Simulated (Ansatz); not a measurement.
**Optical response of BN**

Wanted: where BN starts to absorb, how strongly, and its refractive index. The cell comes from an older database entry, whose edges can differ from later determinations, mostly by under a per cent.

Method: DFT, PBE, plane-wave PAW, default files, scalar-relativistic, independent-particle optical response without local fields, in Ansatz 0.2.0.

The database entry behind the starting cell differs from later determinations by our own check (about 0.3 % short, minor phase), so it need not match the best structure at ambient conditions.

## (1) The structure

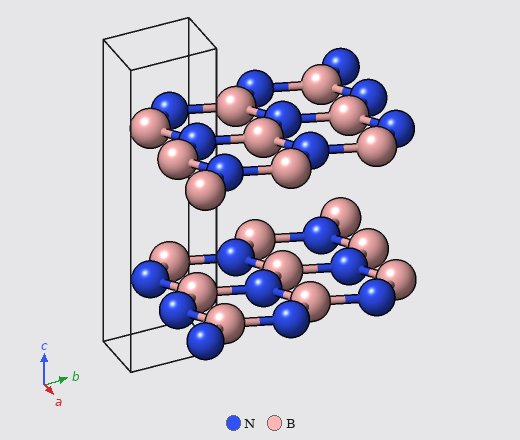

Start, viewed slightly off an axis; nitrogen blue, boron pink. 3×3×1 cells are drawn.

## (2) Ground state and bands

First the ground state: is it a metal or has it a gap?

This step: DFT, PBE, plane-wave PAW, default files, scalar-relativistic, ground state (Ansatz 0.2.0).

File input.yaml:

```yaml
crystal:
  lattice:
    - [2.49824, 0.0, 0.0]
    - [-1.24912, 2.1635393048, 0.0]
    - [0.0, 0.0, 6.6357]
  atoms:
    - { symbol: "N", position: [0.6666666667, 0.3333333333, 0.25] }
    - { symbol: "N", position: [0.3333333333, 0.6666666667, 0.75] }
    - { symbol: B, position: [0.6666666667, 0.3333333333, 0.75] }
    - { symbol: B, position: [0.3333333333, 0.6666666667, 0.25] }
kpoints:
  mp_grid: { grid: [10, 10, 4] }
  band_path:
    path:
      - [[0.0, 0.0, 0.0], [0.5, 0.0, 0.0], [0.33333333, 0.33333333, 0.0], [0.0, 0.0, 0.0], [0.0, 0.0, 0.5], [0.5, 0.0, 0.5], [0.33333333, 0.33333333, 0.5], [0.0, 0.0, 0.5]]
      - [[0.5, 0.0, 0.5], [0.5, 0.0, 0.0]]
      - [[0.33333333, 0.33333333, 0.0], [0.33333333, 0.33333333, 0.5]]
    npoints: 6
scf:
  occupations: { method: fermi_dirac, width: 0.05 }
  n_extra_bands: 8
hamiltonian:
  xc: pbe
  pseudopotentials: { kind: paw }
output:
  forces: true
  stress: true
  populations: true
  write_bands: true
  write_density: true
  write_potential: true
  elf: true
  volumetric_format: npy
```

Run with:

```bash
$ ansatz run input.yaml --threads 4 --pin off --max-ram 8192MiB --backend cpu --events-out ev --progress --plain --runs-dir out
```

Numbers of over 12 decimals in the logs are rounded to 6 here.

The log of the run:

```text
scf.n_extra_bands = 8 over 8 filled bands (N_el = 16.0): the run solves 16 bands
Engine: ansatz 0.2.0, x86_64-unknown-linux-gnu
Pseudopotentials: kind: paw
Pseudopotential: N, paw, valence charge 5, recommended cutoff 420 eV (normal), N.paw.azcp
Pseudopotential: B, paw, valence charge 3, recommended cutoff 420 eV (normal), B.paw.azcp
Functional definition: PBE
  parameter kappa = 0.804
  parameter beta = 0.066725
  exchange = pbe_x(kappa = kappa, mu = beta*pi^2/3)
  correlation = pbe_c(beta = beta)
Crystal: 4 atoms, lattice volume = 35.866 Å³
Basis set: ecut = 420 eV, 689 PW (Γ), exchange–correlation on 36×36×90 points (8 copies of the dense FFT grid, shifted against one another)
Bands: 16, of which v1, the nominal top of the filled ones, is band 8 counted from 1 (7 counted from 0)
Symmetry: 24 space group operations
Space group: P63/mmc (ITA 194), of the structure as read, at distance tolerance 3.3e-5 Å
k-points: 42 of 400
Non-local potential: N, projectors of the file, l = 0: 2, l = 1: 2, l = 2: 1
Non-local potential: B, projectors of the file, l = 0: 2, l = 1: 2, l = 2: 1
PAW form: soft (Blöchl's): semilocal exchange-correlation on the pseudo side does not see the compensation charge
PAW one-centre angular grid: N, 110 points (default); XC on 64 Gauss nodes
PAW one-centre angular grid: B, 110 points (default); XC on 64 Gauss nodes
Initial density: superposition of atomic densities (neutral atoms: chi_scale 0, normalization atom), corrected by the library's trained network
Initial wavefunctions: pseudopotential atomic-orbital guess
Functional: x = pbe(κ = 0.804, μ = 0.219515), c = pbe(β = 0.066725)
SCF iter   1: F=—  HF=-1084.800104 eV  |F-HF|=—  |Δ(HF+E_count)|=         —  Δρ=1.44e-3  dr2=2.04e-4  ethr=1.77e-3  ⟨swp⟩=6.0  Hψ=3422  notcnv=0  defer=46
preconditioner: auto → none  [insulator: Δε(μ)=4.246 eV  Ē_g=18.722 eV  σ=0.050 eV  W_gap=1.00  n_scr=4 (ndim 8)  ℏωp=24.8 eV  f_vac=0.022  D(μ)=0.00/eV (n_scr^D=0)  ε∞_Penn≈2.8]
SCF iter   2: F=—  HF=-1084.801448 eV  |F-HF|=—  |Δ(HF+E_count)|=   1.34e-3  Δρ=7.44e-4  dr2=3.71e-5  ethr=1.28e-6  ⟨swp⟩=2.2  Hψ=1352  notcnv=0  defer=60
SCF iter   3: F=—  HF=-1084.801774 eV  |F-HF|=—  |Δ(HF+E_count)|=   3.27e-4  Δρ=3.00e-4  dr2=9.06e-6  ethr=2.32e-7  ⟨swp⟩=2.0  Hψ=909  notcnv=0  defer=60
iter 4 did not close the SCF: its close was put off for the readings that it lacked (scf_convergence_deferred on its scf_iter line)
SCF iter   4: F=-1084.801825 eV  HF=-1084.801824 eV  |F-HF|=3.68e-7  |Δ(HF+E_count)|=   4.98e-5  Δρ=2.60e-5  dr2=9.16e-8  ethr=5.66e-8  ⟨swp⟩=2.1  Hψ=922  notcnv=0  defer=60
iter 5 did not close the SCF: its close was put off for the readings that it lacked (scf_convergence_deferred on its scf_iter line)
SCF iter   5: F=-1084.801825 eV  HF=-1084.801825 eV  |F-HF|=3.49e-8  |Δ(HF+E_count)|=   3.78e-7  Δρ=7.60e-6  dr2=6.74e-9  ethr=5.73e-10  ⟨swp⟩=2.0  Hψ=879  notcnv=0  defer=60
SCF iter   6: F=-1084.801825 eV  HF=-1084.801825 eV  |F-HF|=1.05e-10  |Δ(HF+E_count)|=   3.83e-8  Δρ=5.69e-7  dr2=7.05e-11  ethr=4.21e-11  ⟨swp⟩=9.1  Hψ=3728  notcnv=0
SCF 1 converged in 6 iterations: F = -1084.801825 eV  dr2 = 7.05e-11
  greatest PAW one-centre occupation: 0.798 electrons in one spin orbital (limit 2), on the N atom at site 1 (counted from 0), in its partial waves of l = 0
NSCF: frozen V_eff on 57 k-points
SCF converged after 6 iterations
Free energy (F): -1084.801825 eV
Harris-Foulkes:  -1084.801825 eV  (|F-HF|=1.05e-10)
Internal energy: -1084.801825 eV  (E = F + TS)
E sigma→0 (E₀):  -1084.801825 eV
Fermi energy:    6.986478 eV
--- Per-component energies (eV) ---
  E_band       = -37.449984
  E_kinetic    = 367.634646
  E_local      = -693.889827  (includes V_loc(G=0)·N_el)
  E_nonlocal   = 115.817083
  E_hartree    = 223.929389
  E_xc         = -184.631365
  E_vxc        = -229.080383  (∫ρ·V_xc dr)
  E_paw        = -413.730739  (= ΣΔE_a)
  E_vpaw       = -45.790645  (= ΣTr[D̂ρ^β])
  E_aug_tail   = 0.000198  (compensation charges beyond the density's cutoff)
  E_ewald      = -499.931209
  E_smearing   = -0.000000  (= −TS)
  E_closure    = -0.000000  (closes the sum)
  Σ components = -1084.801825   (vs F -1084.801825, Δ=0.00e0)
--- Forces (eV/Å), atoms counted from 1 ---
  atom   1  N      0.00000000     0.00000000     0.00000000
  atom   2  N      0.00000000    -0.00000000    -0.00000000
  atom   3  B      0.00000000     0.00000000     0.00000000
  atom   4  B      0.00000000    -0.00000000    -0.00000000
  max |Σ_I F_I| component: 1.57e-16 eV/Å
--- Stress (GPa, compression-positive) ---
        6.124565      -0.000000       0.000000
        0.000000       6.124565       0.000000
        0.000000       0.000000       2.984274
  P = ⅓ Tr σ = 5.0778 GPa (50.778 kbar)
--- Band table (eV; the first three rows and the last of 42) ---
  k-point 0: bands = [... 4 lower, 3.4722, 3.4722, 3.5094, 3.5094, 10.0608, 15.1420, 16.4271, 16.4271, ... 4 higher]
  k-point 1: bands = [... 4 lower, 3.4778, 3.4778, 3.5035, 3.5035, 10.7627, 14.2440, 16.4450, 16.4450, ... 4 higher]
  k-point 2: bands = [... 4 lower, 3.4903, 3.4903, 3.4903, 3.4903, 12.4359, 12.4359, 16.4878, 16.4878, ... 4 higher]
  k-point 41: bands = [... 4 lower, -2.0371, -2.0371, 4.6026, 4.6026, 9.6099, 9.6099, 16.9732, 16.9732, ... 4 higher]
--- Löwdin populations: 4 sites ---
  site symbol       q [e]
     0      N      5.3379
     1      N      5.3379
     2      B      2.6043
     3      B      2.6043
  spilling = 0.007228 (of n_electrons = 16.000000)
```

Run time: 0.51 s. Hardware: 4 threads of Intel Xeon Platinum 8488C (Sapphire Rapids), shared host; peak memory 0.45 GiB.

Reading the cycles: dr2 is the Hartree energy of the density residual (eV), the measure of convergence; HF is the Harris–Foulkes estimate of the energy, which meets the free energy F at convergence.

Read-outs, printed or worked out from the files:

| Item | Value |
| --- | --- |
| free energy | -1084.8018 eV |
| Fermi energy | 6.986 eV |
| gap by band count | 4.252 eV |
| electrons | 16 |
| symmetry operations | 24 |
| pressure | 5.078 GPa |
| gap on the k-mesh | 4.252 eV |
| volume | 35.87 Å³ |
| gap on the path | 4.264 eV |
| least direct gap on the path | 4.664 eV |

There is a gap, 4.26 eV on the path, so no carriers' term is needed. The cell is left with a pressure of 5.1 GPa, as it stands unrelaxed at this level.

The electronic bands at the labelled points (eV, zero at the Fermi level; v1 is the highest filled band, c1 the lowest empty one):

```csv
point,v4,v3,v2,v1,c1,c2,c3,c4
Γ,-3.51,-3.51,-3.48,-3.48,3.07,8.16,9.44,9.44
M,-6.35,-6.29,-3.64,-2.63,2.10,3.48,7.41,7.85
K,-9.34,-9.34,-2.27,-2.27,2.69,2.69,8.62,11.09
Γ,-3.51,-3.51,-3.48,-3.48,3.07,8.16,9.44,9.44
A,-3.50,-3.50,-3.50,-3.50,5.45,5.45,9.50,9.50
L,-6.32,-6.32,-3.12,-3.12,2.57,2.57,7.81,7.81
H,-9.35,-9.35,-2.19,-2.19,2.47,2.47,9.85,9.85
A,-3.50,-3.50,-3.50,-3.50,5.45,5.45,9.50,9.50
jump to L,-6.32,-6.32,-3.12,-3.12,2.57,2.57,7.81,7.81
M,-6.35,-6.29,-3.64,-2.63,2.10,3.48,7.41,7.85
jump to K,-9.34,-9.34,-2.27,-2.27,2.69,2.69,8.62,11.09
H,-9.35,-9.35,-2.19,-2.19,2.47,2.47,9.85,9.85
```

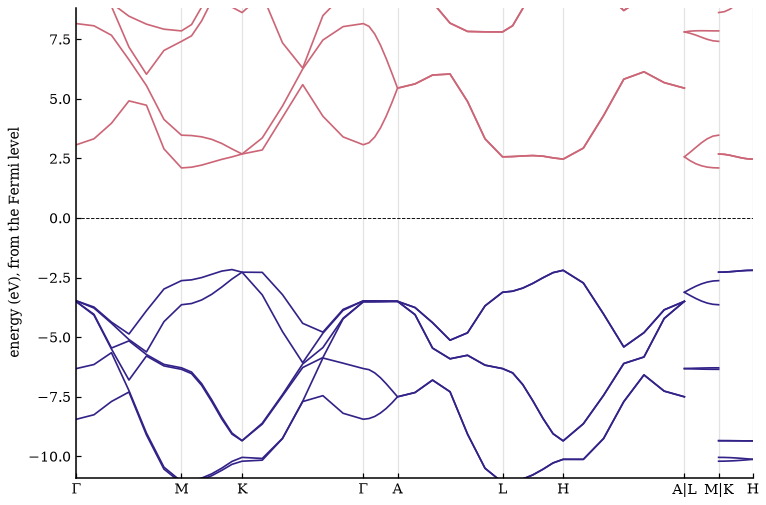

Electronic bands along the path; lines of filled and empty bands in two colours.

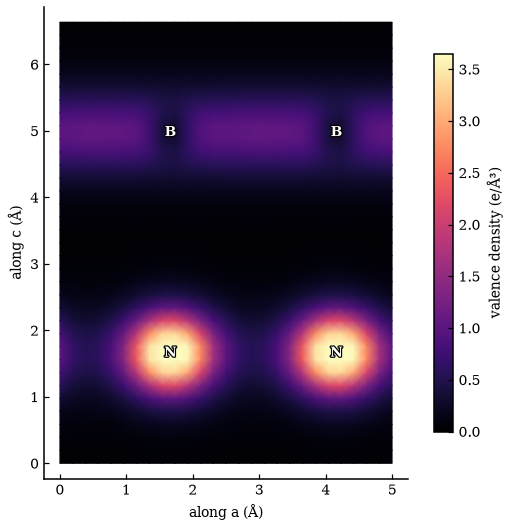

Valence density in the ac plane at fractional y = 0.333, with atoms of N and B within 0.2 Å of it. It is the smooth field of the valence electrons, not physical close to the nuclei.

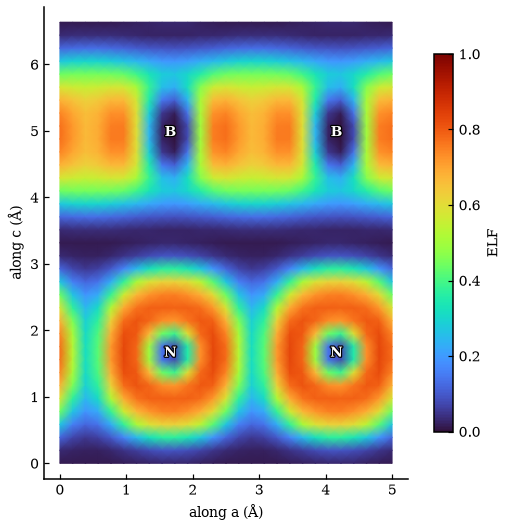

ELF in the ac plane at fractional y = 0.333, with atoms of N and B within 0.2 Å of it. It is the smooth field of the valence electrons, not physical close to the nuclei.

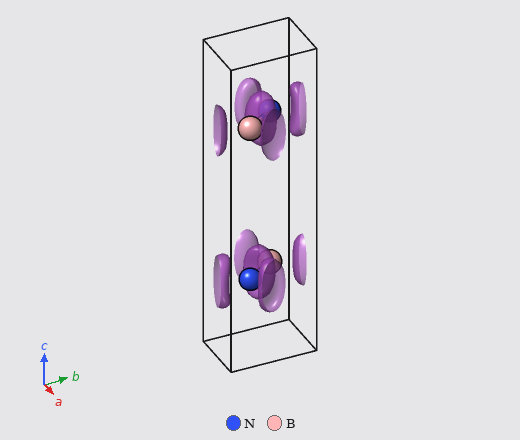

Surface of ELF = 0.84.

(Part 1 of 2 ends here.)

[Logs are printed without paths, hosts, clocks, repeated set-up lines and the standing remarks that a program may print on its own settings, such as how far it seeks lower states.]

[Hosts, paths, dates, database ids (printed as entryN), source tags and the programs' standing remarks are cut or masked in the printed files.]
